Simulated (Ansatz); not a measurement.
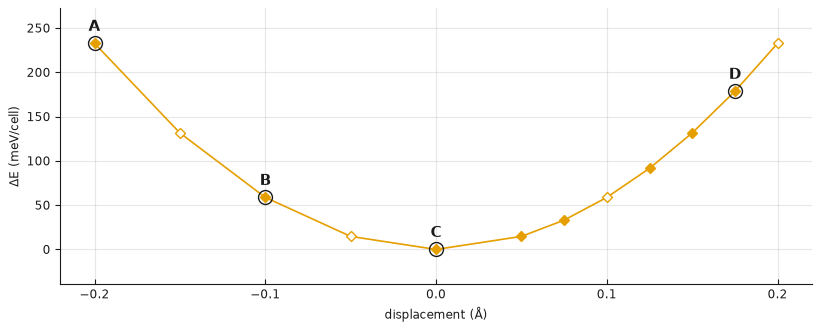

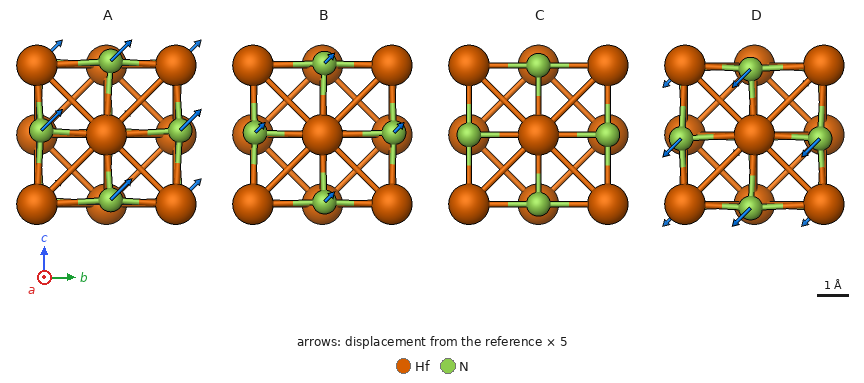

Crystalline HfN (Fm-3m): the whole N sublattice is shifted rigidly, towards the nearest copy of atom 2 (N) at 3.195 Å, all else fixed. The lettered frames are marked on the plot. Hollow markers are points alike by symmetry, not computed again. Style: ball-and-stick. Shown: the conventional cell (4 times the calculation's cell), along the a axis. Blue arrows: displacements from the reference. Lengths and directions refer to the drawn axes.

Method: Ansatz, DFT r2SCAN, scalar-relativistic, plane waves, PAW. Set-up: plane-wave cutoff 500 eV; k-point mesh 18 × 18 × 18; occupations gaussian; smearing width 0.15 eV; no spin polarisation. Energies (free energies at the smearing named) are counted from the cell as listed in its source, which wasn't relaxed.

Describe the profile.

Answer. Of the computed points the lowest is at the displacement 0.00 Å, 0.0 meV/cell. The curvature at zero is about 12 eV/Å² per cell. The well is symmetric. At the highest point the shortest interatomic distance is 2.12 Å, against 2.26 Å in the reference. The distortion takes the space group from Fm-3m to Imm2.

The computed points:

```
displacement (Å)  ΔE (meV/cell)
          −0.200          232.8
          −0.150          131.6
          −0.100           58.8
          −0.050           14.7
           0.000            0.0
           0.050           14.7
           0.075           33.1
           0.100           58.8
           0.125           91.6
           0.150          131.6
           0.175          178.6
           0.200          232.8
```

Points that are alike by symmetry were computed once.
